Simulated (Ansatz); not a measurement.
Tc (Im-3m, No. 229): the input geometry of a calculation; the starting structure was generated, so it need not be a known form of this composition.

```
Tc
1.0
     3.06434    0.00000    0.00000
     0.00000    3.06434    0.00000
     0.00000    0.00000    3.06434
Tc
2
Direct
  0.00000 0.00000 0.00000
  0.50000 0.50000 0.50000
```

### What will a Z-contrast image along [210] show? The image is simulated as a sum over atoms of Z^1.7, blurred by a 0.69 Å probe (no channelling). The probe carries 25 % of its weight in a tail 2.5 times as wide. Shot noise was added.

The columns repeat on a centred rectangular net of 1.37 × 3.06 Å (plane group c2mm). All columns are alike (Tc). The shortest distance between visible columns is 1.37 Å in projection. Along the beam the structure repeats every 6.85 Å.

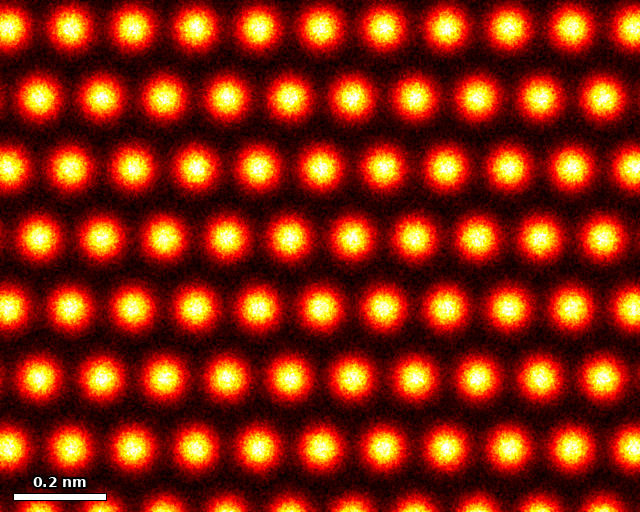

The simulated image.
